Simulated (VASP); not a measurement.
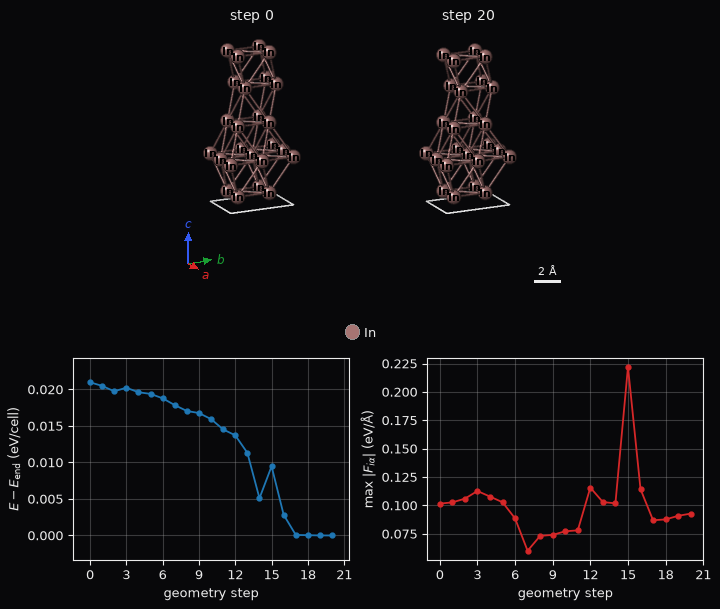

First and last geometry of a relaxation of a slab of composition In, with the history of the run. A ball-and-stick model of the 2 × 2 repeat of the cell, outlined in the plane, without the vacuum, seen slightly off an axis.

The run lets the atoms move in a fixed cell. 2 atoms are held fixed.

These are results of VASP, Kohn-Sham DFT of a periodic cell, PBEsol, VASP PAW PBE potentials, recommended, not measurements.

Input file:
```
SYSTEM = In
PREC = Accurate
ENCUT = 520
EDIFF = 1E-7
ISMEAR = 0
SIGMA = 0.05
LREAL = .FALSE.
LASPH = .TRUE.
NELM = 80
ALGO = Normal
ISIF = 2
LWAVE = .FALSE.
LCHARG = .FALSE.
LDIPOL = .TRUE.
IDIPOL = 3
DIPOL = 0.5 0.5 0.500
GGA = PS
IBRION = 2
NSW = 40
EDIFFG = -0.005
```

Command:
```bash
cat potpaw_PBE.64/In_d/POTCAR > POTCAR
mpirun -np 1 vasp_std > vasp.out
```

> Did the run converge, and what did it change?

It converged. The largest move is that of an In atom, 0.34 Å along the normal (−c). The cell stays as it was. Near-neighbour distances that change, for instance: In–In 3.352 → 3.234 Å, In–In 3.337 → 3.287 Å. After 20 geometry steps the energy has fallen by 21.0 meV per cell of the calculation. The largest force component goes from 0.1 to 0.093 eV/Å.
